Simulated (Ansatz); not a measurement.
**TaN: geometry relaxation (part 1 of 3)**

- system: TaN (slab, 24 atoms in the cell)
- method: DFT PBE, scalar-relativistic, plane waves, PAW, no spin polarisation (Ansatz 0.2.0)

The structure derives from an entry of the Crystallography Open Database. The input holds or restrains some coordinates. Forces given for the steps count only the free coordinates. It belongs to a series of runs on one base structure; here: clean slab, lower planes held.

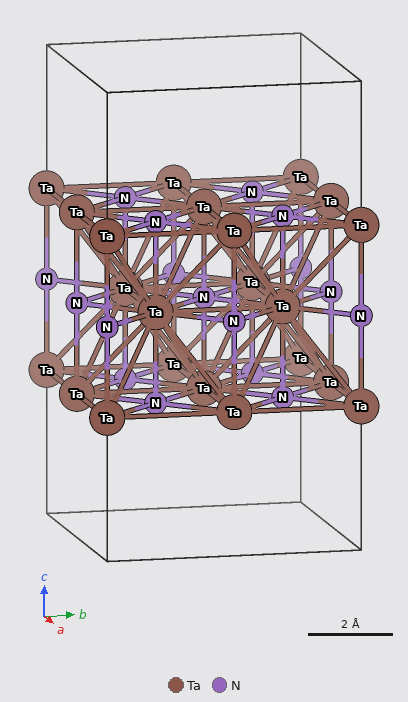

**Figure 1.** The structure as given in the input (ball-and-stick view of the cell of the calculation, with the vacuum cut short, seen slightly off an axis). An atom can appear more than once, as a periodic image.

Input file
```yaml
crystal:
  lattice:
    - [6.246962505, 0.0, 0.0]
    - [0.0, 6.246962505, 0.0]
    - [0.0, 0.0, 20.4172695491]
  atoms:
    - { symbol: Ta, position: [0.5, 0.5, 0.3918251645] }
    - { symbol: Ta, position: [0.5, 0.0, 0.3918251645] }
    - { symbol: Ta, position: [0.0, 0.5, 0.3918251645] }
    - { symbol: Ta, position: [0.0, 0.0, 0.3918251645] }
    - { symbol: "N", position: [0.25, 0.25, 0.3918251645] }
    - { symbol: "N", position: [0.25, 0.75, 0.3918251645] }
    - { symbol: "N", position: [0.75, 0.25, 0.3918251645] }
    - { symbol: "N", position: [0.75, 0.75, 0.3918251645] }
    - { symbol: Ta, position: [0.75, 0.75, 0.5] }
    - { symbol: Ta, position: [0.75, 0.25, 0.5] }
    - { symbol: Ta, position: [0.25, 0.75, 0.5] }
    - { symbol: Ta, position: [0.25, 0.25, 0.5] }
    - { symbol: "N", position: [0.5, 0.5, 0.5] }
    - { symbol: "N", position: [0.5, 0.0, 0.5] }
    - { symbol: "N", position: [0.0, 0.5, 0.5] }
    - { symbol: "N", position: [0.0, 0.0, 0.5] }
    - { symbol: Ta, position: [0.0, 0.0, 0.6081748355] }
    - { symbol: Ta, position: [0.0, 0.5, 0.6081748355] }
    - { symbol: Ta, position: [0.5, 0.0, 0.6081748355] }
    - { symbol: Ta, position: [0.5, 0.5, 0.6081748355] }
    - { symbol: "N", position: [0.75, 0.75, 0.6081748355] }
    - { symbol: "N", position: [0.75, 0.25, 0.6081748355] }
    - { symbol: "N", position: [0.25, 0.75, 0.6081748355] }
    - { symbol: "N", position: [0.25, 0.25, 0.6081748355] }
basis:
  ecutwfc: 420
kpoints:
  mp_grid: { grid: [3, 3, 1] }
hamiltonian:
  xc: pbe
scf:
  occupations: { method: gaussian, width: 0.1 }
output:
  forces: true
  eigenvalues: true
  write_density: true
  write_potential: true
  elf: true
  volumetric_format: npy
relax:
  adjacent_minimum: "off"
  f_tol: 0.03
  max_steps: 70
  constraints: [{ sites: [0, 1, 2, 3, 4, 5, 6, 7] }]
efield:
  axis: 3
  dipole_correction: true
  ramp_width: 0.04
```

Launched with:
```bash
ansatz run input.yaml --threads 4 --pin off --max-ram 10240MiB --backend cpu --events-out ev --progress --plain --runs-dir out
```

The program's output
```
Engine: ansatz 0.2.0, aarch64-unknown-linux-gnu
Pseudopotentials: kind: paw
Pseudopotential: Ta, paw, valence charge 13, recommended cutoff 420 eV (normal), Ta.paw.azcp
Pseudopotential: N, paw, valence charge 5, recommended cutoff 420 eV (normal), N.paw.azcp
Functional definition: PBE
  parameter kappa = 0.804
  parameter beta = 0.06672455060314922
  exchange = pbe_x(kappa = kappa, mu = beta*pi^2/3)
  correlation = pbe_c(beta = beta)
Crystal: 24 atoms, lattice volume = 796.775 Å³
Basis set: ecut = 420 eV, 15585 PW (Γ), exchange–correlation on 90×90×288 points (8 copies of the dense FFT grid, shifted against one another)
Bands: 132, of which v1, the nominal top of the filled ones, is band 108 counted from 1 (107 counted from 0)
Symmetry: 32 space group operations
k-points: 3 of 9
Non-local potential: Ta, projectors of the file, l = 0: 3, l = 1: 2, l = 2: 2, l = 3: 1
Non-local potential: N, projectors of the file, l = 0: 2, l = 1: 2, l = 2: 1
PAW form: soft (Blöchl's): semilocal exchange-correlation on the pseudo side does not see the compensation charge
PAW one-centre angular grid: Ta, 590 points (default); XC on 64 Gauss nodes
PAW one-centre angular grid: N, 110 points (default); XC on 64 Gauss nodes
Initial density: superposition of atomic densities (neutral atoms: chi_scale 0, normalization atom), corrected by the library's trained network
Initial wavefunctions: pseudopotential atomic-orbital guess
Functional: x = pbe(κ = 0.804, μ = 0.2195149727645171), c = pbe(β = 0.06672455060314922)
SCF iter   1: F=—  HF=-123807.109814 eV  |F-HF|=—  |Δ(HF+E_count)|=         —  Δρ=5.97e-3  dr2=1.43e0  ethr=1.77e-3  p=-0.000 e·Å  D=-4.54e-14 V/Å  ΔV_dip=0.00 eV  dr2_dipole=1.21e-7  V_vac-E_F(+/−)=3.49/3.49 eV  ⟨swp⟩=10.0  Hψ=2035  notcnv=0
efield: sawtooth ramp at fractional position 0.9800 (placed from the atoms, in the widest stretch of the axis that holds none; the zero of the levels goes with the place), width 0.0400; the density the first Hamiltonian is built on has a dipole p = -0.000 e·Å; the dipole correction subtracts the counter field D = -4.54e-14 V/Å, which shifts the + side's vacuum level by +0.00 eV against the − side's; the planar-averaged density in the ramp window peaks in size at 2.2e-5 e/Å³
preconditioner: auto → LDOS  [metal: Δε(μ)=0.044 eV  Ē_g=8.582 eV  σ=0.100 eV  W_gap=0.23  n_scr=130 (ndim 8)  ℏωp=14.4 eV  f_vac=0.586  D(μ)=21.78/eV (n_scr^D=138)  β→1.0]
SCF iter   2: F=—  HF=-123806.988329 eV  |F-HF|=—  |Δ(HF+E_count)|=   1.21e-1  Δρ=2.57e-3  dr2=1.57e-1  ethr=6.64e-4  p=0.000 e·Å  D=5.97e-6 V/Å  ΔV_dip=-0.00 eV  dr2_dipole=3.86e-8  V_vac-E_F(+/−)=3.59/3.59 eV  ⟨swp⟩=2.3  Hψ=580  notcnv=0  defer=16
SCF iter   3: F=—  HF=-123806.977061 eV  |F-HF|=—  |Δ(HF+E_count)|=   1.13e-2  Δρ=1.06e-3  dr2=2.67e-2  ethr=7.25e-5  p=0.000 e·Å  D=1.35e-6 V/Å  ΔV_dip=-0.00 eV  dr2_dipole=2.16e-9  V_vac-E_F(+/−)=3.60/3.60 eV  ⟨swp⟩=2.0  Hψ=492  notcnv=0  defer=16
SCF iter   4: F=—  HF=-123806.974236 eV  |F-HF|=—  |Δ(HF+E_count)|=   2.83e-3  Δρ=2.14e-4  dr2=5.75e-4  ethr=1.24e-5  p=0.000 e·Å  D=9.49e-7 V/Å  ΔV_dip=-0.00 eV  dr2_dipole=4.75e-12  V_vac-E_F(+/−)=3.62/3.62 eV  ⟨swp⟩=2.0  Hψ=494  notcnv=0  defer=16
SCF iter   5: F=—  HF=-123806.974278 eV  |F-HF|=—  |Δ(HF+E_count)|=   4.21e-5  Δρ=8.64e-5  dr2=6.26e-5  ethr=2.66e-7  p=0.000 e·Å  D=3.73e-7 V/Å  ΔV_dip=-0.00 eV  dr2_dipole=3.40e-10  V_vac-E_F(+/−)=3.62/3.62 eV  ⟨swp⟩=3.0  Hψ=850  notcnv=0  defer=25
SCF iter   6: F=-123806.974287 eV  HF=-123806.974289 eV  |F-HF|=1.90e-6  |Δ(HF+E_count)|=   1.10e-5  Δρ=2.10e-5  dr2=8.52e-6  ethr=1.04e-8  p=0.000 e·Å  D=2.41e-7 V/Å  ΔV_dip=-0.00 eV  dr2_dipole=4.21e-11  V_vac-E_F(+/−)=3.62/3.62 eV  ⟨swp⟩=26.7  Hψ=4986  notcnv=0
SCF 1 converged in 6 iterations: F = -123806.974287 eV  dr2 = 8.52e-6
  greatest PAW one-centre occupation: 0.999 electrons in one spin orbital (limit 2), on the Ta atom at site 11 (counted from 0), in its partial waves of l = 0
relax step   1: F+E_penalty+E_count = -123806.97428706 eV  Δ(F+E_penalty+E_count) = +0.000e0 eV  max|allowed force component| = 1.637e0 eV/Å  Δτ_max = 0.0000 Å  (6 SCF iters, dr2 threshold 2.25e-5 eV, accepted)
Initial density: handed on by an earlier stage of this run
Initial wavefunctions: those handed on with the density
iter 1 solved again at ethr=6.11e-4 eV; its pass at ethr=3.10e-3 eV (dr2=1.32e0 eV) is discarded
SCF iter   1: F=—  HF=-123808.087392 eV  |F-HF|=—  |Δ(HF+E_count)|=         —  Δρ=8.01e-3  dr2=1.34e0  ethr=6.11e-4  p=-0.000 e·Å  D=-1.81e-6 V/Å  ΔV_dip=0.00 eV  dr2_dipole=1.65e-1  V_vac-E_F(+/−)=3.64/3.64 eV  ⟨swp⟩=2.0  Hψ=1442  notcnv=0  defer=31
efield: sawtooth ramp at fractional position 0.9800 (handed on by an earlier solve), width 0.0400; the density the first Hamiltonian is built on has a dipole p = -0.000 e·Å; the dipole correction subtracts the counter field D = -1.81e-6 V/Å, which shifts the + side's vacuum level by +0.00 eV against the − side's; the planar-averaged density in the ramp window peaks in size at 3.6e-6 e/Å³
preconditioner: auto → LDOS  [metal: Δε(μ)=0.093 eV  Ē_g=8.714 eV  σ=0.100 eV  W_gap=0.47  n_scr=130 (ndim 8)  ℏωp=14.4 eV  f_vac=0.585  D(μ)=25.86/eV (n_scr^D=202)  β→1.0]
SCF iter   2: F=—  HF=-123807.977796 eV  |F-HF|=—  |Δ(HF+E_count)|=   1.10e-1  Δρ=3.87e-3  dr2=2.90e-1  ethr=6.11e-4  p=0.058 e·Å  D=1.31e-2 V/Å  ΔV_dip=-0.27 eV  dr2_dipole=3.77e-2  V_vac-E_F(+/−)=3.44/3.70 eV  ⟨swp⟩=2.0  Hψ=560  notcnv=0  defer=31
SCF iter   3: F=—  HF=-123807.960205 eV  |F-HF|=—  |Δ(HF+E_count)|=   1.76e-2  Δρ=2.01e-3  dr2=7.48e-2  ethr=1.34e-4  p=0.076 e·Å  D=1.73e-2 V/Å  ΔV_dip=-0.35 eV  dr2_dipole=8.63e-3  V_vac-E_F(+/−)=3.35/3.71 eV  ⟨swp⟩=2.3  Hψ=546  notcnv=0  defer=31
SCF iter   4: F=—  HF=-123807.951681 eV  |F-HF|=—  |Δ(HF+E_count)|=   8.52e-3  Δρ=4.47e-4  dr2=5.91e-3  ethr=3.46e-5  p=0.094 e·Å  D=2.13e-2 V/Å  ΔV_dip=-0.43 eV  dr2_dipole=5.97e-4  V_vac-E_F(+/−)=3.30/3.73 eV  ⟨swp⟩=2.0  Hψ=586  notcnv=0  defer=32
SCF iter   5: F=—  HF=-123807.951309 eV  |F-HF|=—  |Δ(HF+E_count)|=   3.71e-4  Δρ=1.75e-4  dr2=4.05e-4  ethr=2.73e-6  p=0.100 e·Å  D=2.26e-2 V/Å  ΔV_dip=-0.46 eV  dr2_dipole=1.65e-5  V_vac-E_F(+/−)=3.28/3.74 eV  ⟨swp⟩=2.0  Hψ=539  notcnv=0  defer=32
SCF iter   6: F=-123807.951268 eV  HF=-123807.951314 eV  |F-HF|=4.62e-5  |Δ(HF+E_count)|=   4.57e-6  Δρ=5.57e-5  dr2=6.04e-5  ethr=4.63e-8  p=0.101 e·Å  D=2.30e-2 V/Å  ΔV_dip=-0.47 eV  dr2_dipole=1.38e-5  V_vac-E_F(+/−)=3.28/3.75 eV  ⟨swp⟩=28.7  Hψ=5133  notcnv=0
SCF 2 converged in 6 iterations: F = -123807.951268 eV  dr2 = 6.04e-5
relax step   2: F+E_penalty+E_count = -123807.95126780 eV  Δ(F+E_penalty+E_count) = -9.770e-1 eV  max|allowed force component| = 5.020e-1 eV/Å  Δτ_max = 0.1424 Å  (6 SCF iters, dr2 threshold 1.00e-4 eV, accepted)
SCF iter   1: F=—  HF=-123808.066124 eV  |F-HF|=—  |Δ(HF+E_count)|=         —  Δρ=3.80e-3  dr2=3.48e-1  ethr=1.29e-3  p=0.101 e·Å  D=2.30e-2 V/Å  ΔV_dip=-0.47 eV  dr2_dipole=1.06e-1  V_vac-E_F(+/−)=3.32/3.79 eV  ⟨swp⟩=5.0  Hψ=759  notcnv=1  defer=35
efield: sawtooth ramp at fractional position 0.9800 (handed on by an earlier solve), width 0.0400; the density the first Hamiltonian is built on has a dipole p = 0.101 e·Å; the dipole correction subtracts the counter field D = 2.30e-2 V/Å, which shifts the + side's vacuum level by -0.47 eV against the − side's; the planar-averaged density in the ramp window peaks in size at 3.0e-6 e/Å³
preconditioner: auto → LDOS  [metal: Δε(μ)=0.049 eV  Ē_g=8.661 eV  σ=0.100 eV  W_gap=0.27  n_scr=130 (ndim 8)  ℏωp=14.4 eV  f_vac=0.586  D(μ)=24.90/eV (n_scr^D=202)  β→1.0]
SCF iter   2: F=—  HF=-123808.032592 eV  |F-HF|=—  |Δ(HF+E_count)|=   3.35e-2  Δρ=2.21e-3  dr2=7.87e-2  ethr=1.61e-4  p=0.096 e·Å  D=2.17e-2 V/Å  ΔV_dip=-0.44 eV  dr2_dipole=1.32e-2  V_vac-E_F(+/−)=3.38/3.82 eV  ⟨swp⟩=2.0  Hψ=642  notcnv=0  defer=36
SCF iter   3: F=—  HF=-123808.027101 eV  |F-HF|=—  |Δ(HF+E_count)|=   5.49e-3  Δρ=8.67e-4  dr2=1.98e-2  ethr=3.64e-5  p=0.101 e·Å  D=2.30e-2 V/Å  ΔV_dip=-0.47 eV  dr2_dipole=6.33e-3  V_vac-E_F(+/−)=3.36/3.83 eV  ⟨swp⟩=2.7  Hψ=596  notcnv=0  defer=36
SCF iter   4: F=—  HF=-123808.025131 eV  |F-HF|=—  |Δ(HF+E_count)|=   1.97e-3  Δρ=1.73e-4  dr2=3.91e-4  ethr=9.16e-6  p=0.101 e·Å  D=2.30e-2 V/Å  ΔV_dip=-0.47 eV  dr2_dipole=1.92e-5  V_vac-E_F(+/−)=3.37/3.84 eV  ⟨swp⟩=2.3  Hψ=541  notcnv=0  defer=36
SCF iter   5: F=—  HF=-123808.025169 eV  |F-HF|=—  |Δ(HF+E_count)|=   3.80e-5  Δρ=5.08e-5  dr2=5.38e-5  ethr=1.81e-7  p=0.103 e·Å  D=2.34e-2 V/Å  ΔV_dip=-0.48 eV  dr2_dipole=6.02e-6  V_vac-E_F(+/−)=3.37/3.85 eV  ⟨swp⟩=2.7  Hψ=577  notcnv=0  defer=36
SCF iter   6: F=—  HF=-123808.025178 eV  |F-HF|=—  |Δ(HF+E_count)|=   9.41e-6  Δρ=2.28e-5  dr2=1.71e-5  ethr=7.29e-9  p=0.104 e·Å  D=2.36e-2 V/Å  ΔV_dip=-0.48 eV  dr2_dipole=1.36e-6  V_vac-E_F(+/−)=3.37/3.85 eV  ⟨swp⟩=29.3  Hψ=4626  notcnv=0
SCF iter   7: F=-123808.025178 eV  HF=-123808.025180 eV  |F-HF|=1.83e-6  |Δ(HF+E_count)|=   1.31e-6  Δρ=8.01e-6  dr2=2.16e-6  ethr=7.29e-9  p=0.104 e·Å  D=2.37e-2 V/Å  ΔV_dip=-0.48 eV  dr2_dipole=3.85e-7  V_vac-E_F(+/−)=3.37/3.85 eV  ⟨swp⟩=16.3  Hψ=3970  notcnv=0
SCF 3 converged in 7 iterations: F = -123808.025178 eV  dr2 = 2.16e-6
relax step   3: F+E_penalty+E_count = -123808.02517789 eV  Δ(F+E_penalty+E_count) = -7.391e-2 eV  max|allowed force component| = 1.485e-1 eV/Å  Δτ_max = 0.0785 Å  (7 SCF iters, dr2 threshold 1.57e-5 eV, accepted)
SCF iter   1: F=—  HF=-123808.032261 eV  |F-HF|=—  |Δ(HF+E_count)|=         —  Δρ=1.26e-3  dr2=5.98e-2  ethr=1.82e-4  p=0.104 e·Å  D=2.37e-2 V/Å  ΔV_dip=-0.48 eV  dr2_dipole=1.56e-2  V_vac-E_F(+/−)=3.37/3.85 eV  ⟨swp⟩=2.0  Hψ=654  notcnv=0  defer=31
efield: sawtooth ramp at fractional position 0.9800 (handed on by an earlier solve), width 0.0400; the density the first Hamiltonian is built on has a dipole p = 0.104 e·Å; the dipole correction subtracts the counter field D = 2.37e-2 V/Å, which shifts the + side's vacuum level by -0.48 eV against the − side's; the planar-averaged density in the ramp window peaks in size at 2.5e-6 e/Å³
preconditioner: auto → LDOS  [metal: Δε(μ)=0.025 eV  Ē_g=8.685 eV  σ=0.100 eV  W_gap=0.14  n_scr=130 (ndim 8)  ℏωp=14.4 eV  f_vac=0.587  D(μ)=25.90/eV (n_scr^D=202)  β→1.0]
SCF iter   2: F=—  HF=-123808.028701 eV  |F-HF|=—  |Δ(HF+E_count)|=   3.56e-3  Δρ=6.40e-4  dr2=1.15e-2  ethr=2.77e-5  p=0.103 e·Å  D=2.35e-2 V/Å  ΔV_dip=-0.48 eV  dr2_dipole=3.27e-3  V_vac-E_F(+/−)=3.37/3.85 eV  ⟨swp⟩=2.0  Hψ=600  notcnv=0  defer=34
SCF iter   3: F=—  HF=-123808.028080 eV  |F-HF|=—  |Δ(HF+E_count)|=   6.22e-4  Δρ=3.62e-4  dr2=4.19e-3  ethr=5.32e-6  p=0.103 e·Å  D=2.33e-2 V/Å  ΔV_dip=-0.48 eV  dr2_dipole=3.91e-4  V_vac-E_F(+/−)=3.38/3.85 eV  ⟨swp⟩=2.3  Hψ=638  notcnv=0  defer=34
SCF iter   4: F=—  HF=-123808.027569 eV  |F-HF|=—  |Δ(HF+E_count)|=   5.11e-4  Δρ=9.47e-5  dr2=2.71e-4  ethr=1.94e-6  p=0.101 e·Å  D=2.29e-2 V/Å  ΔV_dip=-0.47 eV  dr2_dipole=8.47e-5  V_vac-E_F(+/−)=3.38/3.85 eV  ⟨swp⟩=3.0  Hψ=640  notcnv=0  defer=34
SCF iter   5: F=—  HF=-123808.027523 eV  |F-HF|=—  |Δ(HF+E_count)|=   4.57e-5  Δρ=3.36e-5  dr2=2.82e-5  ethr=1.26e-7  p=0.100 e·Å  D=2.28e-2 V/Å  ΔV_dip=-0.46 eV  dr2_dipole=4.88e-6  V_vac-E_F(+/−)=3.38/3.85 eV  ⟨swp⟩=3.0  Hψ=667  notcnv=0  defer=34
SCF iter   6: F=-123808.027529 eV  HF=-123808.027529 eV  |F-HF|=3.94e-7  |Δ(HF+E_count)|=   6.05e-6  Δρ=9.31e-6  dr2=1.22e-6  ethr=8.94e-10  p=0.100 e·Å  D=2.26e-2 V/Å  ΔV_dip=-0.46 eV  dr2_dipole=1.73e-9  V_vac-E_F(+/−)=3.38/3.85 eV  ⟨swp⟩=22.3  Hψ=4495  notcnv=0
SCF 4 converged in 6 iterations: F = -123808.027529 eV  dr2 = 1.22e-6
relax step   4: F+E_penalty+E_count = -123808.02752944 eV  Δ(F+E_penalty+E_count) = -2.352e-3 eV  max|allowed force component| = 7.637e-2 eV/Å  Δτ_max = 0.0171 Å  (6 SCF iters, dr2 threshold 1.93e-6 eV, accepted)
```
